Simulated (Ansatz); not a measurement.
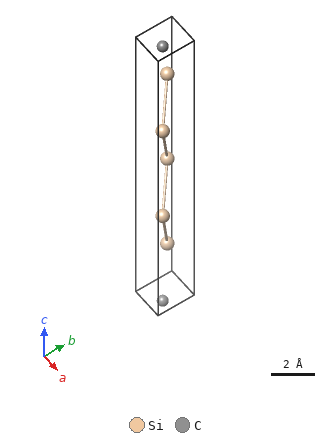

Figure 1. The structure as given in the input (ball-and-stick view of the cell of the calculation, seen at an oblique angle). An atom can appear more than once, as a periodic image.

# What a change does: single-point calculation on Si5C

System: Si5C (P-6m2, 6 atoms in the cell).
Method of the first run: DFT PBE, scalar-relativistic, plane waves, PAW, spin-polarised (Ansatz 0.2.0).

The structure was made by a generator, so it may or may not be a known phase. Text and figures count atoms from 1; the logs count them from 0 in places.

## Input, the first run
```yaml
crystal:
  lattice:
    - [2.77651066, 0.0, 0.0]
    - [-1.38825533, 2.40452877, 0.0]
    - [0.0, 0.0, 13.30012258]
  atoms:
    - { symbol: Si, position: [0.33333333, 0.66666667, 0.83333333] }
    - { symbol: Si, position: [0.33333333, 0.66666667, 0.16666667] }
    - { symbol: Si, position: [0.33333333, 0.66666667, 0.5] }
    - { symbol: Si, position: [0.66666667, 0.33333333, 0.33333333] }
    - { symbol: Si, position: [0.66666667, 0.33333333, 0.66666667] }
    - { symbol: C, position: [0.66666667, 0.33333333, 0.0], spin: 1.0 }
basis:
  ecutwfc: 420
kpoints:
  mp_grid: { grid: [6, 6, 2] }
hamiltonian:
  xc: pbe
scf:
  occupations: { method: gaussian, width: 0.1 }
  lower_state_search: "off"
output:
  forces: true
  stress: true
  eigenvalues: true
  populations: true
magnetization:
  spin_polarized: true
```

Launched with:
```bash
ansatz run input.yaml --threads 1 --pin off --max-ram 2560MiB --backend cpu --events-out ev --progress --plain --runs-dir out
```

Hardware: 1 thread of Intel Xeon @ 2.50GHz (Skylake/Cascade Lake), 189 GiB of memory available, shared host.

## Output, shortened to warnings, some set-up lines, iterations and results (the first run)
```
WARN: the starting moments were not kept: the SCF closed with an absolute magnetisation of 1.0e-5 μB, where they sum to 1 μB in size (1 site). That is at most 0.1 of that sum. Measured as dr2_m measures the in/out step, that magnetisation stands 5.0e-12 eV from none, at or under the dr2_threshold of 1.0e-7 eV: it is no larger than a step whose dr2_m would equal this threshold. The system may hold …
Basis set: ecut = 420 eV, 1749 PW (Γ), exchange–correlation on 40×40×180 points (8 copies of the dense FFT grid, shifted against one another)
Symmetry: 12 space group operations
k-points: 14 of 72 (time reversal used)
Initial density: superposition of atomic densities (chi_scale 0.1, normalization cell, long waves 88 % of neutral atoms (reshape's long-wave potential 1.88 eV rms, cloud 1.87 Å wide))
[...]
SCF iter   1: F=—  HF=-3422.672323 eV  |F-HF|=—  |Δ(HF+E_count)|=         —  Δρ=2.77e-2 (↑2.77e-2 ↓1.18e-2)  dr2=1.17e1  dr2_m=1.02e-1  M=0.448 μB ∫|m|=0.535 μB  β_m=0.30  …
SCF iter   2: F=—  HF=-3422.316835 eV  |F-HF|=—  |Δ(HF+E_count)|=   3.55e-1  Δρ=1.55e-2 (↑1.55e-2 ↓9.21e-3)  dr2=3.43e0  dr2_m=5.05e-2  M=0.424 μB ∫|m|=0.516 μB  β_m=0.30  …
SCF iter   3: F=—  HF=-3422.305960 eV  |F-HF|=—  |Δ(HF+E_count)|=   1.09e-2  Δρ=1.43e-2 (↑7.26e-3 ↓1.43e-2)  dr2=4.02e0  dr2_m=5.02e-2  M=0.232 μB ∫|m|=0.401 μB  β_m=0.30  …
SCF iter   4: F=—  HF=-3422.379622 eV  |F-HF|=—  |Δ(HF+E_count)|=   7.37e-2  Δρ=1.24e-2 (↑1.24e-2 ↓6.02e-3)  dr2=5.16e0  dr2_m=2.63e-2  M=0.285 μB ∫|m|=0.383 μB  β_m=0.30  …
SCF iter   5: F=—  HF=-3422.198252 eV  |F-HF|=—  |Δ(HF+E_count)|=   1.81e-1  Δρ=6.81e-3 (↑6.81e-3 ↓4.40e-3)  dr2=1.16e-1  dr2_m=2.43e-2  M=0.167 μB ∫|m|=0.320 μB  β_m=0.30  …
[... 15 lines ...]
SCF iter  21: F=-3422.237880 eV  HF=-3422.237880 eV  |F-HF|=1.49e-9  |Δ(HF+E_count)|=   1.09e-7  Δρ=1.80e-6 (↑1.59e-6 ↓1.80e-6)  dr2=5.50e-9  dr2_m=1.86e-9  M=0.000 μB …
SCF iter  22: F=-3422.237880 eV  HF=-3422.237880 eV  |F-HF|=1.72e-8  |Δ(HF+E_count)|=   4.93e-9  Δρ=7.63e-7 (↑7.63e-7 ↓5.06e-7)  dr2=1.78e-8  dr2_m=1.19e-10  M=0.000 μB …
SCF iter  23: F=-3422.237880 eV  HF=-3422.237880 eV  |F-HF|=3.73e-9  |Δ(HF+E_count)|=  1.86e-10  Δρ=3.83e-7 (↑3.83e-7 ↓3.44e-7)  dr2=3.93e-9  dr2_m=6.21e-11  M=0.000 μB …
SCF iter  24: F=-3422.237880 eV  HF=-3422.237880 eV  |F-HF|=4.39e-10  |Δ(HF+E_count)|=  2.27e-11  Δρ=2.00e-7 (↑1.41e-7 ↓2.00e-7)  dr2=4.91e-10  dr2_m=2.01e-11  M=0.000 μB …
SCF 1 converged in 24 iterations: F = -3422.237880 eV  dr2 = 4.91e-10
SCF converged after 24 iterations
Magnetization: 0.0000 μB (12.0000 up, 12.0000 down)
Absolute magnetization: 0.0000 μB (∫|ρ↑−ρ↓|, with the PAW one-centre terms)
Spin contamination: 0.0000 ħ² per cell (⟨S²⟩ above its minimum at these occupations)
Per-site moments (μB) at R_I (Å): [(7.158018672827846e-8, 1.1284247777770593), (7.158018672830578e-8, 1.128424777777059), (1.9182698855992286e-6, 1.1284248222335638), (1.1747545747269547e-6, 1.128424777777059), (1.1747545747152697e-6, 1.1284247777770593), (-6.674363575424732e-8, 1.1284248222335638)]
Free energy (F): -3422.237880 eV
Harris-Foulkes:  -3422.237880 eV  (|F-HF|=4.39e-10)
Internal energy: -3422.227070 eV  (E = F + TS)
E sigma→0 (E₀):  -3422.232475 eV
Entropy (-TS):   -0.010810 eV (-1.802 meV/atom)
Fermi energy:    8.958262 eV
--- Per-component energies (eV) ---
  E_band       = 85.968871
  E_kinetic    = 270.897862
  E_local      = -75.126611  (includes V_loc(G=0)·N_el)
  E_nonlocal   = 154.341092
  E_hartree    = 19.062282
  E_xc         = -321.235968
  E_vxc        = -289.441138  (∫ρ·V_xc dr)
  E_paw        = -2657.142059  (= ΣΔE_a)
  E_vpaw       = -12.826942  (= ΣTr[D̂ρ^β])
  E_aug_tail   = 0.000037  (compensation charges beyond the density's cutoff)
  E_ewald      = -813.023705
  E_smearing   = -0.010810  (= −TS)
  E_closure    = 0.000000  (closes the sum)
  Σ components = -3422.237880   (vs F -3422.237880, Δ=0.00e0)
--- Forces (eV/Å), atoms counted from 1 ---
  atom   1  Si     0.00000000    -0.00000000     1.38673732
  atom   2  Si     0.00000000    -0.00000000    -1.38673732
  atom   3  Si     0.00000000    -0.00000000     0.00000000
  atom   4  Si     0.00000000     0.00000000     0.17991403
  atom   5  Si     0.00000000     0.00000000    -0.17991403
  atom   6  C      0.00000000     0.00000000     0.00000000
  max |Σ_I F_I| component: 2.22e-16 eV/Å
--- Stress (GPa, compression-positive) ---
       -4.785470       0.000000       0.000000
        0.000000      -4.785470       0.000000
        0.000000       0.000000     -16.425058
  P = ⅓ Tr σ = -8.6653 GPa (-86.653 kbar)
--- Löwdin populations: 6 sites ---
  site symbol       q [e]    m [muB]
     0     Si      3.7441     0.0000
     1     Si      3.7441     0.0000
     2     Si      3.9102     0.0000
     3     Si      3.9097     0.0000
     4     Si      3.9097     0.0000
     5      C      4.3135    -0.0000
  spilling = 0.019531 (of n_electrons = 24.000000)
```

For the second run the input was changed thus:
```diff
-    - [2.77651066, 0.0, 0.0]
-    - [-1.38825533, 2.40452877, 0.0]
-    - [0.0, 0.0, 13.30012258]
+    - [2.7712274392, 0.0, 0.0]
+    - [-1.3856137196, 2.3999533621, 0.0]
+    - [0.0, 0.0, 12.0602525983]
-    - { symbol: Si, position: [0.33333333, 0.66666667, 0.83333333] }
-    - { symbol: Si, position: [0.33333333, 0.66666667, 0.16666667] }
-    - { symbol: Si, position: [0.33333333, 0.66666667, 0.5] }
-    - { symbol: Si, position: [0.66666667, 0.33333333, 0.33333333] }
-    - { symbol: Si, position: [0.66666667, 0.33333333, 0.66666667] }
-    - { symbol: C, position: [0.66666667, 0.33333333, 0.0], spin: 1.0 }
+    - { symbol: Si, position: [0.3333333333, 0.6666666667, 0.899644559] }
+    - { symbol: Si, position: [0.3333333333, 0.6666666667, 0.100355441] }
+    - { symbol: Si, position: [0.3333333333, 0.6666666667, 0.5] }
+    - { symbol: Si, position: [0.6666666667, 0.3333333333, 0.3087497425] }
+    - { symbol: Si, position: [0.6666666667, 0.3333333333, 0.6912502575] }
+    - { symbol: C, position: [0.6666666667, 0.3333333333, 0.0], spin: 1.0 }
```

What does this change do to the results?

With the same functional and potentials, the second run lies 596.8 meV per atom lower. The pressure goes from −8.67 to −0.05 GPa. The largest force goes from 1.387 to 0.036 eV/Å. The volume per atom goes from 14.80 to 13.37 Å³. The SCF takes 18 iterations against 24. The plane waves at Γ go from 1749 to 1589.

## Output, shortened to warnings, some set-up lines, iterations and results (the second run)
```
WARN: the starting moments were not kept: the SCF closed with an absolute magnetisation of 5.0e-6 μB, where they sum to 1 μB in size (1 site). That is at most 0.1 of that sum. Measured as dr2_m measures the in/out step, that magnetisation stands 1.8e-12 eV from none, at or under the dr2_threshold of 1.0e-7 eV: it is no larger than a step whose dr2_m would equal this threshold. The system may hold …
Basis set: ecut = 420 eV, 1589 PW (Γ), exchange–correlation on 40×40×162 points (8 copies of the dense FFT grid, shifted against one another)
Symmetry: 12 space group operations
k-points: 14 of 72 (time reversal used)
Initial density: superposition of atomic densities (chi_scale 0.1, normalization cell, long waves 41 % of neutral atoms (reshape's long-wave potential 1.41 eV rms, cloud 1.87 Å wide))
[...]
SCF iter   1: F=—  HF=-3426.775353 eV  |F-HF|=—  |Δ(HF+E_count)|=         —  Δρ=4.20e-2 (↑2.19e-2 ↓4.20e-2)  dr2=7.21e0  dr2_m=2.28e-1  M=0.126 μB ∫|m|=0.230 μB  β_m=0.30  …
SCF iter   2: F=—  HF=-3426.191309 eV  |F-HF|=—  |Δ(HF+E_count)|=   5.84e-1  Δρ=2.72e-2 (↑1.48e-2 ↓2.72e-2)  dr2=3.13e0  dr2_m=1.28e-1  M=0.042 μB ∫|m|=0.161 μB  β_m=0.30  …
SCF iter   3: F=—  HF=-3425.889145 eV  |F-HF|=—  |Δ(HF+E_count)|=   3.02e-1  Δρ=1.36e-2 (↑9.68e-3 ↓1.36e-2)  dr2=2.60e0  dr2_m=6.70e-2  M=0.102 μB ∫|m|=0.145 μB  β_m=0.30  …
SCF iter   4: F=—  HF=-3425.824950 eV  |F-HF|=—  |Δ(HF+E_count)|=   6.42e-2  Δρ=1.02e-2 (↑1.02e-2 ↓7.49e-3)  dr2=5.21e-1  dr2_m=4.05e-2  M=0.020 μB ∫|m|=0.111 μB  β_m=0.30  …
SCF iter   5: F=—  HF=-3425.798593 eV  |F-HF|=—  |Δ(HF+E_count)|=   2.64e-2  Δρ=6.30e-3 (↑6.30e-3 ↓5.42e-3)  dr2=2.29e-2  dr2_m=2.38e-2  M=0.017 μB ∫|m|=0.082 μB  β_m=0.30  …
[... 9 lines ...]
SCF iter  15: F=-3425.818769 eV  HF=-3425.818769 eV  |F-HF|=2.17e-8  |Δ(HF+E_count)|=   6.73e-7  Δρ=4.03e-6 (↑3.92e-6 ↓4.03e-6)  dr2=6.62e-9  dr2_m=1.13e-8  M=0.000 μB …
SCF iter  16: F=-3425.818769 eV  HF=-3425.818769 eV  |F-HF|=8.35e-9  |Δ(HF+E_count)|=   2.27e-8  Δρ=2.21e-6 (↑2.14e-6 ↓2.21e-6)  dr2=1.76e-10  dr2_m=3.44e-9  M=0.000 μB …
SCF iter  17: F=-3425.818769 eV  HF=-3425.818769 eV  |F-HF|=5.91e-11  |Δ(HF+E_count)|=   1.11e-8  Δρ=3.61e-7 (↑3.30e-7 ↓3.61e-7)  dr2=1.45e-10  dr2_m=6.31e-11  M=0.000 μB …
SCF iter  18: F=-3425.818769 eV  HF=-3425.818769 eV  |F-HF|=6.37e-12  |Δ(HF+E_count)|=  1.65e-10  Δρ=1.44e-7 (↑1.44e-7 ↓1.17e-7)  dr2=2.18e-11  dr2_m=1.01e-11  M=-0.000 μB …
SCF 1 converged in 18 iterations: F = -3425.818769 eV  dr2 = 2.18e-11
SCF converged after 18 iterations
Magnetization: -0.0000 μB (12.0000 up, 12.0000 down)
Absolute magnetization: 0.0000 μB (∫|ρ↑−ρ↓|, with the PAW one-centre terms)
Spin contamination: 0.0000 ħ² per cell (⟨S²⟩ above its minimum at these occupations)
Per-site moments (μB) at R_I (Å): [(2.483780514825681e-7, 0.827548980063749), (2.4837805149876484e-7, 0.8275489800637488), (-1.0544381300917879e-7, 1.1431313186910304), (-4.748542624464142e-7, 1.1431313186910304), (-4.748542624740834e-7, 1.1431313186910304), (-1.7584247320197654e-8, …
Free energy (F): -3425.818769 eV
Harris-Foulkes:  -3425.818769 eV  (|F-HF|=6.37e-12)
Internal energy: -3425.815795 eV  (E = F + TS)
E sigma→0 (E₀):  -3425.817282 eV
Entropy (-TS):   -0.002974 eV (-0.496 meV/atom)
Fermi energy:    10.389330 eV
--- Per-component energies (eV) ---
  E_band       = 103.464286
  E_kinetic    = 297.406350
  E_local      = -354.674928  (includes V_loc(G=0)·N_el)
  E_nonlocal   = 152.611486
  E_hartree    = 161.666142
  E_xc         = -328.467085
  E_vxc        = -299.285125  (∫ρ·V_xc dr)
  E_paw        = -2659.762641  (= ΣΔE_a)
  E_vpaw       = -15.925815  (= ΣTr[D̂ρ^β])
  E_aug_tail   = 0.000044  (compensation charges beyond the density's cutoff)
  E_ewald      = -694.595164
  E_smearing   = -0.002974  (= −TS)
  E_closure    = 0.000000  (closes the sum)
  Σ components = -3425.818769   (vs F -3425.818769, Δ=0.00e0)
--- Forces (eV/Å), atoms counted from 1 ---
  atom   1  Si    -0.00000000    -0.00000000    -0.03634954
  atom   2  Si    -0.00000000    -0.00000000     0.03634954
  atom   3  Si    -0.00000000    -0.00000000     0.00000000
  atom   4  Si     0.00000000     0.00000000    -0.00090792
  atom   5  Si    -0.00000000     0.00000000     0.00090792
  atom   6  C      0.00000000     0.00000000     0.00000000
  max |Σ_I F_I| component: 4.44e-16 eV/Å
--- Stress (GPa, compression-positive) ---
        0.109293       0.000000       0.000000
       -0.000000       0.109293       0.000000
        0.000000       0.000000      -0.363643
  P = ⅓ Tr σ = -0.0484 GPa (-0.484 kbar)
--- Löwdin populations: 6 sites ---
  site symbol       q [e]    m [muB]
     0     Si      3.4305     0.0000
     1     Si      3.4305     0.0000
     2     Si      3.9124    -0.0000
     3     Si      3.9195    -0.0000
     4     Si      3.9195    -0.0000
     5      C      4.9054     0.0000
  spilling = 0.020092 (of n_electrons = 24.000000)
```

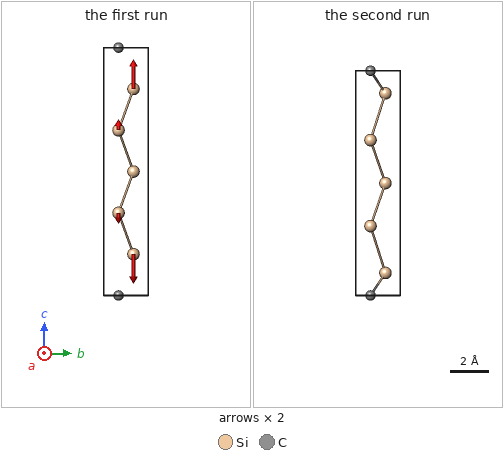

Figure 2. The two input geometries at one scale (ball-and-stick view of the cell of the calculation, along the a axis). The red arrows on the first give the shifts of the atoms relative to the cell, magnified 2 times. The largest moves relative to the cell, 0.80 Å, are those of Si atoms. C stays in place. Cell: a = b 2.777 → 2.771 Å (−0.2 %), c 13.300 → 12.060 Å (−9.3 %). Volume −9.7 %. Among the contacts that change: Si–Si 4.433 → 2.421 Å, C–Si 2.736 → 2.006 Å, Si–Si 2.736 → 2.979 Å, Si–Si 2.736 → 2.807 Å.

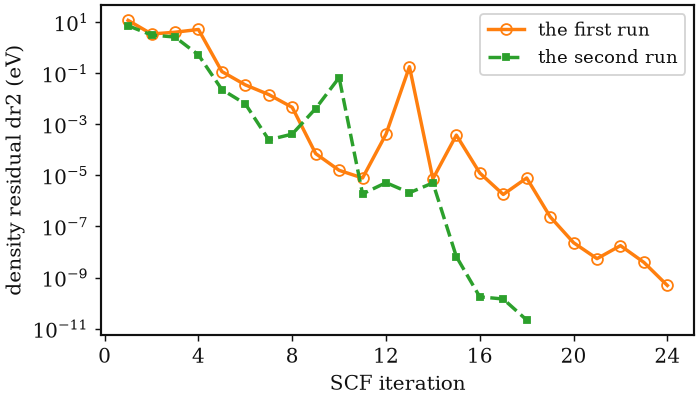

Figure 3. Convergence of the two runs: density residual dr2 against the SCF iteration. The first run takes 24 iterations in all, and the second run takes 18.

## The two runs side by side

```tsv
quantity	the first run	the second run
outcome	converged	converged
free energy per atom (eV)	−570.3730	−570.9698
energy per atom, smearing taken to zero (eV)	−570.3721	−570.9695
gap on the mesh (eV)	0.00	0.00
net moment of the cell (μB)	0.00	0.00
absolute moment of the cell (μB)	0.00	0.00
pressure (GPa)	−8.67	−0.05
volume per atom (Å³)	14.80	13.37
largest force (eV/Å)	1.387	0.036
SCF iterations	24	18
irreducible k-points	14	14
plane waves at Γ	1749	1589
wall time (shared host)	20 s	16 s
```

For both runs: Warnings: some starting moments were not kept.
